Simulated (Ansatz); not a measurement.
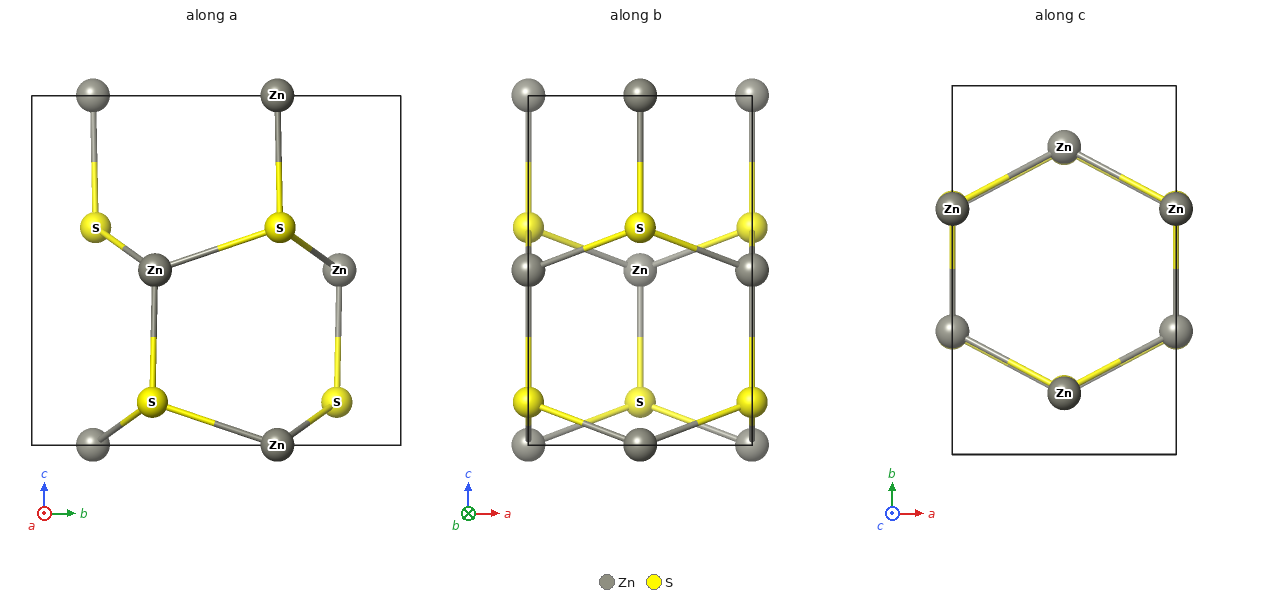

An orthographic ball-and-stick view of the structure, along the a axis, along the b axis and along the c axis. One conventional unit cell is framed, with atoms on its boundary repeated.

Lattice parameters: a = 3.996 Å, b = 6.591 Å, c = 6.244 Å, α = 90.00°, β = 90.00°, γ = 90.00°. Put a along x and b in the xy plane.

**Express the structure as a POSCAR file, with free fractional coordinates to two decimals.**

```
Zn S
1.0
     3.996    0.000    0.000
     0.000    6.591    0.000
     0.000    0.000    6.244
Zn S
4 4
Direct
  0.00 0.67 0.00
  0.00 0.33 0.50
  0.50 0.17 0.00
  0.50 0.83 0.50
  0.00 0.67 0.62
  0.00 0.33 0.12
  0.50 0.17 0.62
  0.50 0.83 0.12
```

The model was built from a structure type filled with these elements by a generator (whether the compound takes this form wasn't checked). The cell was then strained or its atoms displaced on purpose. It was the input of a calculation with Ansatz.
